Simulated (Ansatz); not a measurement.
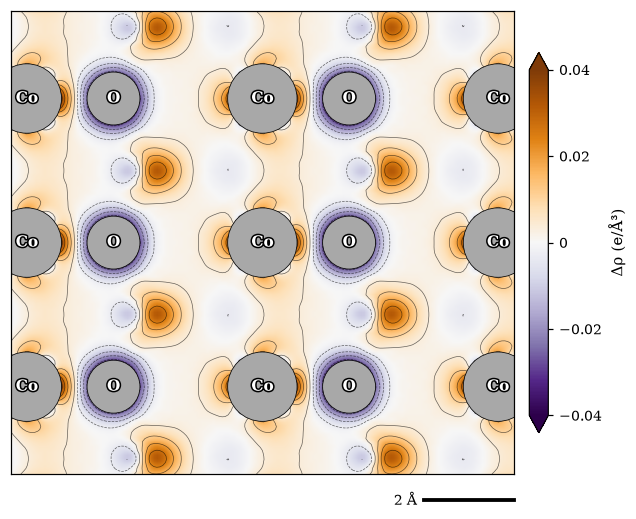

CoO. Difference of the valence pseudo-densities of two functionals at the same geometry, on the (11̄0) plane of the calculation cell: one of LDA and PBE less the other.

Both computed with Ansatz (plane waves, PAW), on the same k-point mesh. Grey discs cover the atomic cores.

```cif
data_structure
_symmetry_space_group_name_H-M 'P 1'
_symmetry_Int_Tables_number 1
_cell_length_a 3.1976
_cell_length_b 3.1976
_cell_length_c 5.2287
_cell_angle_alpha 90.000
_cell_angle_beta 90.000
_cell_angle_gamma 120.000
_cell_volume 46.30
loop_
_atom_site_label
_atom_site_type_symbol
_atom_site_fract_x
_atom_site_fract_y
_atom_site_fract_z
_atom_site_occupancy
Co1 Co 0.00000 0.00000 0.00347 1
Co2 Co 0.33333 0.66667 0.50336 1
O1 O 0.00000 0.00000 0.37161 1
O2 O 0.33333 0.66667 0.87156 1
```

Which was subtracted from which, and what does the map show?

It is LDA less PBE. Against PBE, LDA gives more density around Co (+0.007 e/Å³ on average at 1.0 Å from the nucleus), less density around O (−0.014 e/Å³ on average at 0.7 Å from the nucleus) and a change of +0.013 e/Å³ at the midpoint of Co–O.
